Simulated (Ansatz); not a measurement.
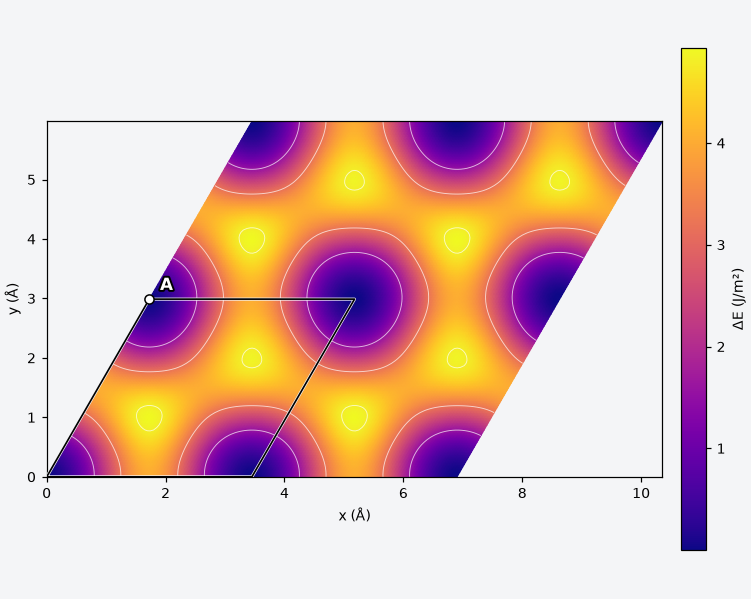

MgO (P6_3/mmc, No. 194; 12 atoms in the cell). Gamma surface: rigid slide across a plane, one fault a cell; the plane is (0 0 1) of the conventional cell, and the faces at the cut hold Mg/O and Mg/O. Places are given modulo a cell vector. The map is drawn in real space over the plane of the slide. Nothing is relaxed (rigid halves, spacing across the cut fixed). Grid: 9 × 9 points; 19 points were computed and 62 follow by symmetry. Energies are in J/m², from the lowest grid point. Method: DFT LDA, scalar-relativistic, plane waves, PAW in Ansatz. Settings: cutoff 520 eV, k-mesh 8×8×2 in the order of the run's cell vectors, gaussian smearing 0.05 eV, no spin polarisation.

Drawn: a smooth colour map with a few white contour lines, the outline of one cell of the 2 × 2 shown, the point A. Between grid points the surface is interpolated.

### What is the easiest way out of the well at A, and how high is the barrier?

The easiest path leads from the well at (0/9, 0/9) of the cell vectors to its copy one period on. Its highest point lies about 4 J/m² above the bottom of the first well on the interpolated surface, at about (0.50, 0.01) of the cell vectors. The start is the relaxed structure and all else is held, so a fully relaxed path at this level can only be lower.

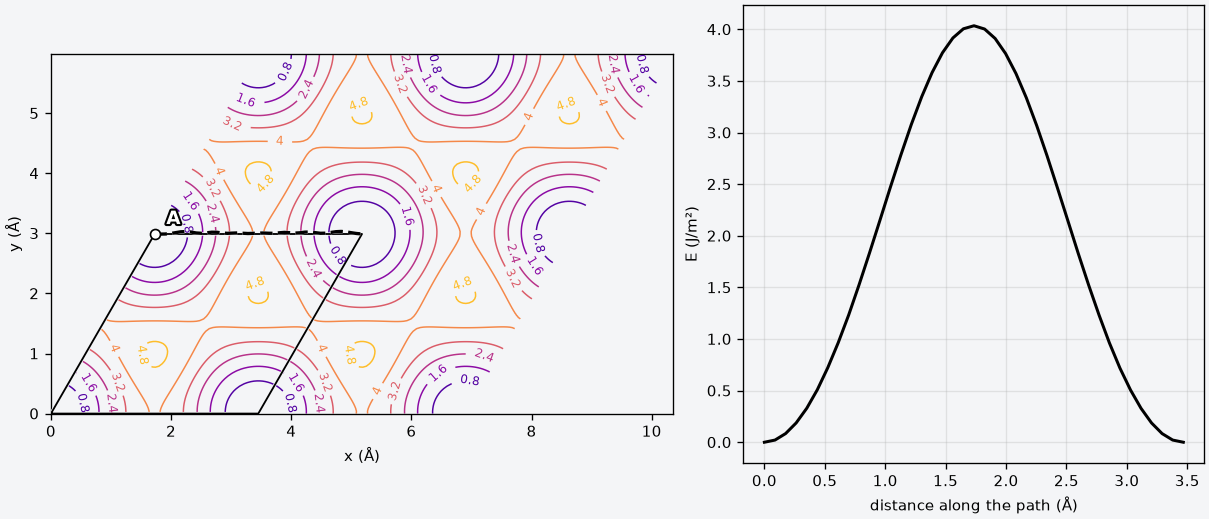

Drawn: contour lines labelled in J/m², a line along the lowest path, the outline of one cell of the 2 × 2 shown, the energy along the path at the right. Between grid points the surface is interpolated.

PAW datasets: the set soft_1.
